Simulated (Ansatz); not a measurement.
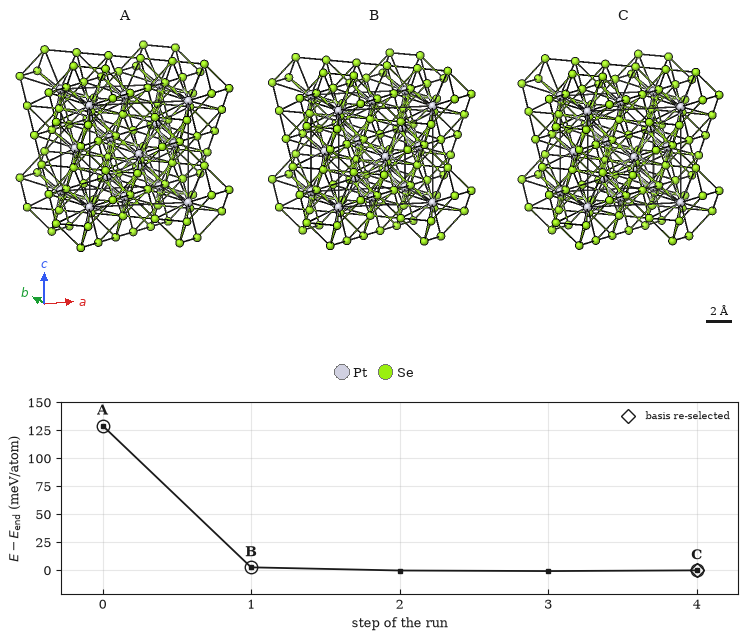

Frames of a relaxation of a crystal of PtSe2 (built on the cubic Laves (C15)_227 type) (coarse preliminary run), marked on the history of the run. A ball-and-stick model of the conventional cell (4 times the calculation's cell), seen slightly off an axis. Lengths and directions refer to the drawn axes.

Case: cubic Laves (C15) type (Fd-3m, No. 227).

Computed with Ansatz 0.2.0, DFT PBE, scalar-relativistic, plane waves, PAW.

Input file:
```yaml
crystal:
  lattice:
    - [0.0, 4.1217364527, 4.1217364527]
    - [4.1217364527, 0.0, 4.1217364527]
    - [4.1217364527, 4.1217364527, 0.0]
  atoms:
    - { symbol: Pt, position: [0.0, 0.0, 0.0] }
    - { symbol: Pt, position: [0.25, 0.25, 0.25] }
    - { symbol: Se, position: [0.625, 0.625, 0.625] }
    - { symbol: Se, position: [0.125, 0.625, 0.625] }
    - { symbol: Se, position: [0.625, 0.625, 0.125] }
    - { symbol: Se, position: [0.625, 0.125, 0.625] }
basis:
  ecutwfc: 420
kpoints:
  mp_grid: { grid: [4, 4, 4] }
hamiltonian:
  xc: pbe
scf:
  occupations: { method: gaussian, width: 0.1 }
  lower_state_search: "off"
output:
  forces: true
  stress: true
  eigenvalues: true
relax:
  adjacent_minimum: "off"
  f_tol: 0.04
  max_steps: 70
  cell: { stress_tol: 0.4 }
```

Command:
```bash
ansatz run input.yaml --threads 1 --pin off --max-ram 2560MiB --backend cpu --events-out ev --progress --plain --runs-dir out
```

Question: Describe the path.

Answer: The atoms keep their places relative to the cell (all moves are under 0.005 Å). The drawn cell changes as follows: a = b = c 8.243 → 7.775 Å (−5.7 %); the volume changes by −16.1 %. Some distances before and after: Pt1–Se3 3.418 → 3.223 Å, Se3–Se4 2.915 → 2.749 Å. The space group stays Fd-3m (No. 227). After 3 accepted moves (4 points after the start) the energy has fallen by 129 meV per atom. All forces vanish by symmetry, so only the cell relaxes. Pressure: −9.28 GPa at the start and −0.04 GPa at the end. The SCF was repeated once at an unchanged geometry on a basis and grid sized afresh for the cell, which shifted the energy by 0.6 meV per atom at most. Cost: 22 s on 1 thread of Arm Neoverse V1, with other jobs on the host, peak memory 0.41 GiB. From step 0 to 1: volume −13.9 %, energy −127 meV per atom. From step 1 to 4: volume −2.5 %, energy −2.7 meV per atom.

| step | E − E(0), meV/atom | pressure, GPa | volume, Å³/atom | note |
| --- | --- | --- | --- | --- |
| 0 | 0.00 | -9.28 | 23.341 |  |
| 1 | -126.61 | -1.96 | 20.091 |  |
| 2 | -129.44 | 0.85 | 19.368 |  |
| 3 | -129.94 | -0.04 | 19.581 |  |
| 4 | -129.31 | -0.04 | 19.581 | same geometry, new basis |
